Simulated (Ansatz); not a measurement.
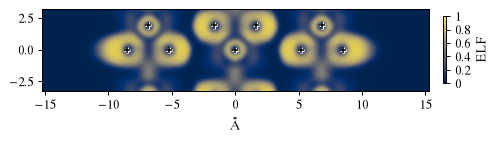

The electron localisation function on a plane through atoms (crosses mark nuclei in the plane).

Theory: Ansatz, DFT r2SCAN, scalar-relativistic, plane waves, PAW.

Candidates:
A. Ag, a = 2.90 Å, b = 2.90 Å, c = 4.75 Å, α = 90.00°, β = 90.00°, γ = 120.00°. Space group P6₃/mmc.
B. WSe2, a = 3.31 Å, b = 3.31 Å, c = 29.80 Å, α = 90.00°, β = 90.00°, γ = 120.00°. Space group P-6m2; a structure from a database of computed crystals, not necessarily the ambient phase.
C. TiAl2, a = 5.59 Å, b = 5.59 Å, c = 6.35 Å, α = 102.47°, β = 102.47°, γ = 91.21°. Space group Cmmm; computed without spin polarisation.

### Which candidate gave the map?

Candidate B: WSe2 on the (110) plane of the conventional cell, which holds W and Se. W–Se (2.53 Å): the ELF is about 0.55 at the midpoint.
